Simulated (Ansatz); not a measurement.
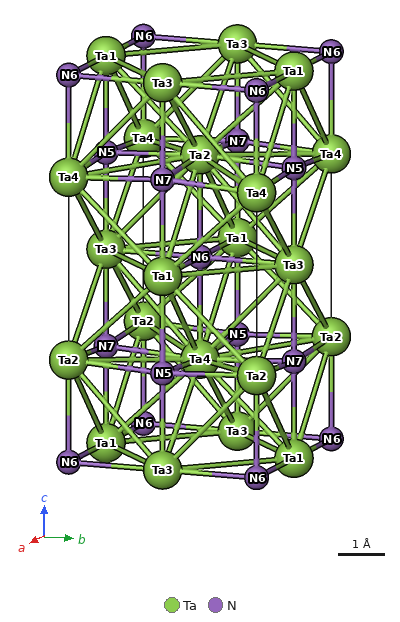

**Figure 1.** The structure as given in the input (ball-and-stick view of the cell 2 times as large as that of the calculation, set on its symmetry axes, seen slightly off an axis; atoms are numbered from 1 in the order of the input). An atom can appear more than once, as a periodic image. Near neighbours in the periodic cell (some may lie outside the picture): Ta has 4 N at 2.16 to 2.20 Å and 12 Ta at 3.00 to 3.17 Å; Ta has 5 N at 2.21 to 2.27 Å and 12 Ta at 3.00 to 3.17 Å; N has 6 Ta at 2.16 to 2.27 Å.

Single-point calculation, with input and output: Ta$_{4}$N$_{3}$

The run: single-point calculation of Ta$_{4}$N$_{3}$ (I4/mmm, 7 atoms in the cell). Method and program: DFT r2SCAN, scalar-relativistic, plane waves, PAW, no spin polarisation (Ansatz 0.2.0).

The structure derives from a Materials Project entry. Figures and captions count atoms from 1; the log counts them from 0 in places.

The input
```yaml
crystal:
  lattice:
    - [-2.203196, 2.203196, 4.310613]
    - [2.203196, -2.203196, 4.310613]
    - [2.203196, 2.203196, -4.310613]
  atoms:
    - { symbol: Ta, position: [0.0, 0.5, 0.5] }
    - { symbol: Ta, position: [0.26382, 0.26382, 0.0] }
    - { symbol: Ta, position: [0.5, 0.0, 0.5] }
    - { symbol: Ta, position: [0.73618, 0.73618, 0.0] }
    - { symbol: "N", position: [0.75, 0.25, 0.5] }
    - { symbol: "N", position: [0.0, 0.0, 0.0] }
    - { symbol: "N", position: [0.25, 0.75, 0.5] }
basis:
  ecutwfc: 500
kpoints:
  mp_grid: { grid: [6, 6, 6] }
hamiltonian:
  xc: r2scan
scf:
  occupations: { method: gaussian, width: 0.1 }
output:
  forces: true
  stress: true
  eigenvalues: true
```

Run as:
```bash
ansatz run input.yaml --threads 2 --pin off --max-ram 5120MiB --backend cpu --events-out ev --progress --plain --runs-dir out
```

What the program printed
```
Engine: ansatz 0.2.0, x86_64-unknown-linux-gnu
Pseudopotentials: kind: paw
Pseudopotential: Ta, paw, valence charge 13, recommended cutoff 500 eV (meta_gga), Ta.paw.azcp
Pseudopotential: N, paw, valence charge 5, recommended cutoff 500 eV (meta_gga), N.paw.azcp
Functional definition: r2SCAN
  parameter k0 = 0.174
  parameter k1 = 0.065
  parameter a1 = 4.9479
  exchange = r2scan_x(k0 = k0, k1 = k1, a1 = a1)
  correlation = r2scan_c
Crystal: 7 atoms, lattice volume = 83.696 Å³
Basis set: ecut = 500 eV, 2107 PW (Γ), exchange–correlation on 160×160×160 points (64 copies of the dense FFT grid, shifted against one another)
Bands: 41, of which v1, the nominal top of the filled ones, is band 34 counted from 1 (33 counted from 0)
Symmetry: 16 space group operations
Space group: I4/mmm (ITA 139), of the structure as read, at distance tolerance 4.4e-5 Å
k-points: 30 of 216
Non-local potential: Ta, projectors of the file, l = 0: 3, l = 1: 2, l = 2: 2, l = 3: 1
Non-local potential: N, projectors of the file, l = 0: 2, l = 1: 2, l = 2: 1
PAW form: soft (Blöchl's): semilocal exchange-correlation on the pseudo side does not see the compensation charge
PAW frozen core: Ta, regenerated for the run's functional (the file was generated under x = pbe(κ = 0.804, μ = 0.2195149727645171), c = pbe(β = 0.06672455060314922))
PAW frozen core: N, regenerated for the run's functional (the file was generated under x = pbe(κ = 0.804, μ = 0.2195149727645171), c = pbe(β = 0.06672455060314922))
PAW one-centre angular grid: Ta, 590 points (default); XC on 160 Gauss nodes
PAW one-centre angular grid: N, 302 points (default); XC on 160 Gauss nodes
Initial density: superposition of atomic densities (neutral atoms: chi_scale 0, normalization atom), corrected by the library's trained network
Initial wavefunctions: pseudopotential atomic-orbital guess
Functional: x = r2scan, c = r2scan; τ floored in thin density (d = 2e-4 eV/Å³)
SCF iter   1: F=—  HF=-40938.942565 eV  |F-HF|=—  |Δ(HF+E_count)|=         —  Δρ=1.27e-2  dr2=1.55e-1  dr2_τ=3.91e-1  ethr=1.77e-3  ⟨swp⟩=5.6  Hψ=4873  notcnv=0
preconditioner: auto → Kerker (q_TF=auto, 2.629 Å⁻¹)  [metal: Δε(μ)=0.085 eV  Ē_g=9.348 eV  σ=0.100 eV  W_gap=0.45  n_scr=30 (ndim 8)  ℏωp=24.0 eV  f_vac=0.000  D(μ)=1.73/eV (n_scr^D=10)]
SCF iter   2: F=—  HF=-40939.143085 eV  |F-HF|=—  |Δ(HF+E_count)|=   2.01e-1  Δρ=8.54e-3  dr2=5.53e-2  dr2_τ=3.40e-3  ethr=2.31e-4  ⟨swp⟩=2.0  Hψ=2151  notcnv=0  defer=67
SCF iter   3: F=—  HF=-40939.150502 eV  |F-HF|=—  |Δ(HF+E_count)|=   7.42e-3  Δρ=3.51e-3  dr2=1.42e-2  dr2_τ=3.10e-3  ethr=8.25e-5  ⟨swp⟩=2.0  Hψ=1698  notcnv=0  defer=67
SCF iter   4: F=—  HF=-40939.149674 eV  |F-HF|=—  |Δ(HF+E_count)|=   8.28e-4  Δρ=9.24e-4  dr2=1.22e-3  dr2_τ=1.47e-4  ethr=2.12e-5  ⟨swp⟩=2.0  Hψ=1636  notcnv=0  defer=67
SCF iter   5: F=—  HF=-40939.149679 eV  |F-HF|=—  |Δ(HF+E_count)|=   5.79e-6  Δρ=3.27e-4  dr2=9.78e-5  dr2_τ=4.54e-6  ethr=1.82e-6  ⟨swp⟩=2.1  Hψ=1648  notcnv=0  defer=67
SCF iter   6: F=—  HF=-40939.149693 eV  |F-HF|=—  |Δ(HF+E_count)|=   1.32e-5  Δρ=7.93e-5  dr2=4.42e-6  dr2_τ=5.04e-7  ethr=1.46e-7  ⟨swp⟩=2.0  Hψ=1962  notcnv=0  defer=67
SCF iter   7: F=—  HF=-40939.149693 eV  |F-HF|=—  |Δ(HF+E_count)|=   2.51e-7  Δρ=1.92e-5  dr2=2.78e-7  dr2_τ=2.65e-8  ethr=6.59e-9  ⟨swp⟩=2.0  Hψ=1713  notcnv=0  defer=67
SCF iter   8: F=-40939.149693 eV  HF=-40939.149693 eV  |F-HF|=1.58e-8  |Δ(HF+E_count)|=   1.09e-7  Δρ=6.52e-6  dr2=3.74e-8  dr2_τ=4.93e-9  ethr=1.49e-10  ⟨swp⟩=11.1  Hψ=5619  notcnv=0
SCF 1 converged in 8 iterations: F = -40939.149693 eV  dr2 = 3.74e-8
  greatest PAW one-centre occupation: 0.998 electrons in one spin orbital (limit 2), on the Ta atom at site 3 (counted from 0), in its partial waves of l = 0
SCF converged after 8 iterations
Free energy (F): -40939.149693 eV
Harris-Foulkes:  -40939.149693 eV  (|F-HF|=1.58e-8)
Internal energy: -40939.140982 eV  (E = F + TS)
E sigma→0 (E₀):  -40939.145337 eV
Entropy (-TS):   -0.008711 eV (-1.244 meV/atom)
Fermi energy:    20.238214 eV
--- Per-component energies (eV) ---
  E_band       = -339.142354
  E_kinetic    = 1870.256070
  E_local      = -2426.311999  (includes V_loc(G=0)·N_el)
  E_nonlocal   = 192.631104
  E_hartree    = 826.904028
  E_xc         = -1000.774619
  E_vxc        = -1146.681982  (∫ρ·V_xc dr)
  E_paw        = -34079.198647  (= ΣΔE_a)
  E_vpaw       = -541.828530  (= ΣTr[D̂ρ^β])
  E_aug_tail   = 0.000353  (compensation charges beyond the density's cutoff)
  E_vtau       = 58.984029  (kinetic-family band-sum trace: ∫τ·v_τ [+ j·A + Jᵃ·Aᵃ] dr)
  E_ewald      = -6319.533457
  E_core_change = -3.113815  (= ΣΔE_core)
  E_smearing   = -0.008711  (= −TS)
  E_closure    = -0.000000  (closes the sum)
  Σ components = -40939.149693   (vs F -40939.149693, Δ=0.00e0)
--- Forces (eV/Å), atoms counted from 1 ---
  atom   1  Ta     0.00000000     0.00000000    -0.00000000
  atom   2  Ta     0.00000000     0.00000000     0.30544247
  atom   3  Ta     0.00000000     0.00000000    -0.00000000
  atom   4  Ta     0.00000000     0.00000000    -0.30544247
  atom   5  N      0.00000000    -0.00000000     0.00000000
  atom   6  N     -0.00000000     0.00000000     0.00000000
  atom   7  N     -0.00000000     0.00000000     0.00000000
  max |Σ_I F_I| component: 1.73e-18 eV/Å
--- Stress (GPa, compression-positive) ---
       -5.671321       0.000000      -0.000000
        0.000000      -5.671321       0.000000
        0.000000      -0.000000      -4.930596
  P = ⅓ Tr σ = -5.4244 GPa (-54.244 kbar)
--- Band table (eV; the first three rows and the last of 30) ---
  k-point 0: bands = ["-50.6455", "-50.6036", "-50.1487", "-50.1152", "-16.8191", "-16.8191", "-16.7333", "-16.5060", "-16.5060", "-16.3637", "-16.3178", "-16.3178", "-16.2311", "-15.9502", "-15.6263", "-15.6263", "1.0578", "2.3972", "2.6567", "12.8100", "13.4581", "13.5161", "13.5161", "14.6014", "14.6014", "14.8227", "15.4993", "15.7521", "16.1649", "16.1649", "18.9820", "18.9820", "19.4046", "19.5104", "19.5104", "21.2476", "21.2511", "21.2511", "21.6639", "23.5456", "23.6055"]
  k-point 1: bands = ["-50.6397", "-50.6082", "-50.1451", "-50.1199", "-16.9101", "-16.7413", "-16.6534", "-16.6168", "-16.5186", "-16.4824", "-16.2375", "-16.2356", "-16.1697", "-15.9913", "-15.6964", "-15.6067", "1.4455", "2.6771", "2.8969", "12.2351", "12.3771", "13.3645", "13.5569", "13.6900", "14.1969", "14.3400", "15.0582", "15.4787", "15.5571", "17.0373", "18.7582", "19.1632", "19.3014", "19.3462", "20.6490", "21.3532", "21.4113", "22.3433", "22.5651", "22.8424", "23.7436"]
  k-point 2: bands = ["-50.6281", "-50.6175", "-50.1378", "-50.1293", "-17.0558", "-16.8249", "-16.6799", "-16.5767", "-16.4677", "-16.4339", "-16.2879", "-16.1033", "-16.0898", "-16.0826", "-15.7674", "-15.5511", "2.3240", "3.2655", "3.4165", "10.9046", "11.2521", "12.0299", "12.8974", "12.9681", "13.3489", "13.4320", "13.6681", "14.6115", "16.7834", "18.3775", "18.4065", "18.8777", "20.2021", "20.4301", "21.5868", "22.1229", "22.5181", "22.6222", "23.0097", "23.0747", "23.2273"]
  k-point 29: bands = ["-50.6411", "-50.6043", "-50.1526", "-50.1154", "-16.9048", "-16.9048", "-16.4684", "-16.4684", "-16.4447", "-16.3824", "-16.2794", "-16.2507", "-16.2507", "-16.1914", "-15.6396", "-15.6396", "1.8705", "2.0585", "2.2285", "11.9596", "13.7619", "13.9430", "13.9430", "15.0941", "15.2128", "15.2128", "15.7989", "15.7989", "15.8310", "16.0319", "16.0319", "16.6936", "17.4315", "20.9234", "20.9234", "21.9105", "22.7307", "23.0474", "23.0474", "23.3138", "23.4969"]
```

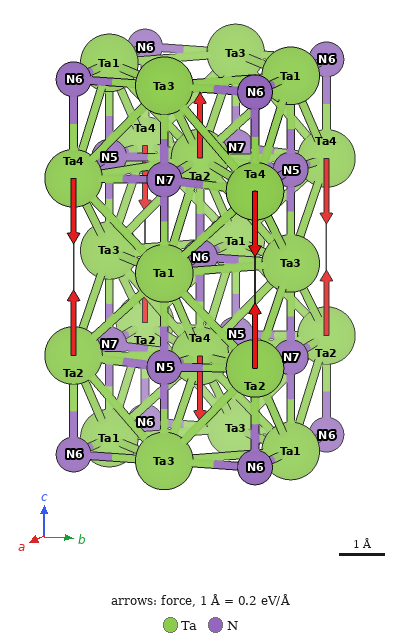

**Figure 2.** Forces on the atoms as red arrows (ball-and-stick view of the cell 2 times as large as that of the calculation, set on its symmetry axes, seen slightly off an axis; atoms are numbered from 1 in the order of the input). The largest act on Ta2, Ta4 (0.31 eV/Å). The geometry is not a stationary point of this energy.

Key numbers

```json
{"quantity": "outcome", "value": "converged"}
{"quantity": "space group (tolerance 0.01 Å)", "value": "I4/mmm (139)"}
{"quantity": "electrons treated", "value": "67"}
{"quantity": "free energy", "value": "−40939.1497 eV"}
{"quantity": "Fermi energy", "value": "20.238 eV"}
{"quantity": "gap on the k-point mesh", "value": "none (metallic)"}
{"quantity": "pressure", "value": "−5.42 GPa"}
{"quantity": "largest force (length of the vector)", "value": "0.305 eV/Å"}
{"quantity": "hardware", "value": "2 threads of Oxide Virtual Turin-like (Zen 5), 32 GiB of memory available, shared host"}
{"quantity": "wall time", "value": "10 s (CPU time 15 s)"}
{"quantity": "peak memory", "value": "0.74 GiB"}
```

Notes

Spin–orbit coupling is left out, which matters for Ta. The cell holds an odd number of electrons but the run has no spin polarisation, so a band is left half filled. The cell is under a tension of 5.4 GPa at this level, so it is not at its equilibrium volume.
